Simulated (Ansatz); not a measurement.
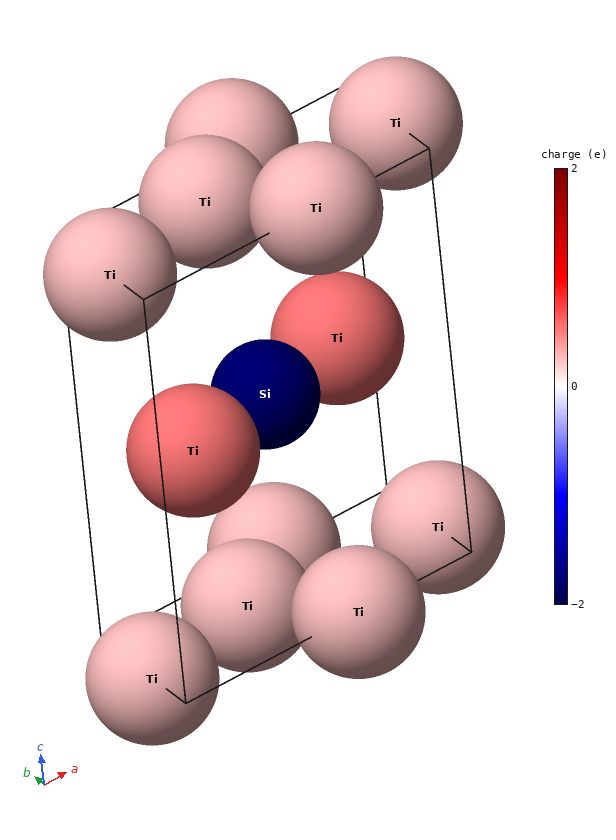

A spheres-only picture of a crystal structure, seen slightly off an axis. The parallelepiped is the cell (the run's own, in a reduced setting). The atoms of this Ti5Si cell are coloured by their Bader charge.

Level of theory and settings: DFT PBE, scalar-relativistic, plane waves, PAW (Ansatz 0.2.0), 420 eV cutoff, k-points about 0.13 Å⁻¹ apart, Gaussian smearing of 0.1 eV, no spin polarisation.

Q: What charges do the elements carry?

A: Most positive: Ti; most negative: Si. Charges: about Ti +0.2 to +0.5 e; Si -1.8 e.

The cell started as a structure listed in the Materials Project. Earlier steps of the study may have refined or changed the cell and positions. Ansatz was used for an electronic-structure calculation on it.
